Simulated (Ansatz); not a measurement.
Consider Ti.

Input file:

```
crystal:
  lattice:
    - [3.282, 3.282, -3.282]
    - [3.282, -3.282, 3.282]
    - [-3.282, -3.282, -3.282]
  atoms:
    - { symbol: Ti, position: [0.0, 0.0, 0.5527742476] }
    - { symbol: Ti, position: [0.5, 0.0, 0.5] }
    - { symbol: Ti, position: [0.0, 0.5, 0.5] }
    - { symbol: Ti, position: [0.5, 0.5, 0.5] }
    - { symbol: Ti, position: [0.0, 0.0, 0.0] }
    - { symbol: Ti, position: [0.5, 0.0, 0.0] }
    - { symbol: Ti, position: [0.0, 0.5, 0.0] }
    - { symbol: Ti, position: [0.5, 0.5, 0.0] }
basis:
  ecutwfc: 420
kpoints:
  mp_grid: { grid: [10, 10, 10] }
hamiltonian:
  xc: pbesol
scf:
  occupations: { method: gaussian, width: 0.15 }
output:
  forces: true
  stress: true
  eigenvalues: true
  write_density: true
  write_potential: true
  elf: true
  volumetric_format: npy
```

Run with:

```sh
ansatz run input.yaml --threads 2 --pin off --max-ram 5120MiB --backend cpu --events-out ev --progress --plain --runs-dir out
```

Below, planes, directions and counts refer to the conventional cell (a = 9.28 Å, b = 9.28 Å, c = 5.68 Å, α = 90.00°, β = 90.00°, γ = 120.00°).

Space group R3m; changed on purpose from its base cell (atom 1 (Ti) moved -0.300 A along Cartesian [1 1 1]); not relaxed (largest force 0.9 eV/Å); computed pressure about −6 GPa in this cell; computed without spin polarisation.

Level of theory: DFT PBEsol, scalar-relativistic, plane waves, PAW (Ansatz).

### What can the converged valence pseudo-density and electron localisation function tell about the bonding?

Ti–Ti (2.84 Å): ρ is about 0.2 e/Å³ halfway; the ELF is about 0.20 at the midpoint (no shared electron pair shows on this line).

### Does the calculation make it a metal, or give it a gap?

It is metallic or semimetallic at this level of theory: no gap opens.

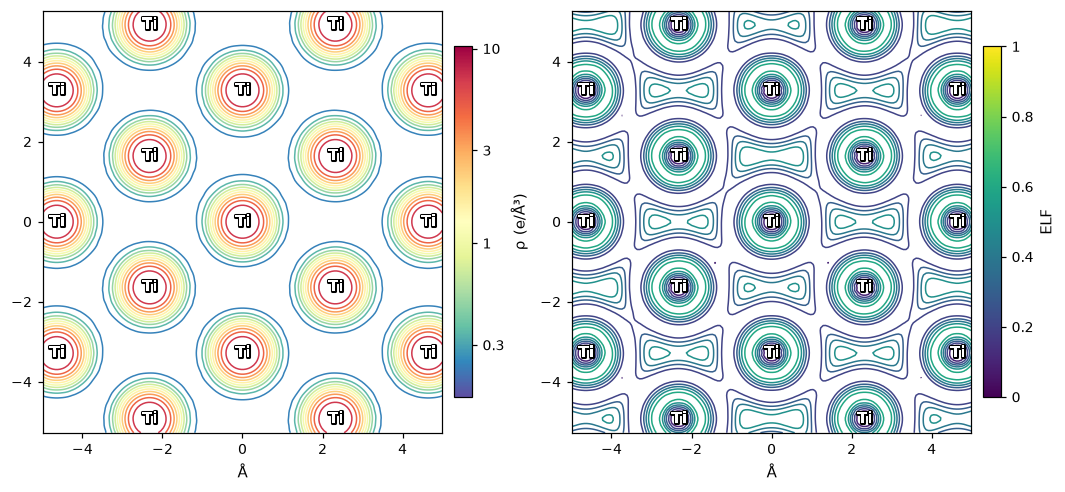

Computed valence pseudo-density and electron localisation function on the (101) plane of the conventional cell, in this order. 

In a PAW calculation such maps are meaningful between the atoms, not at the nuclei.
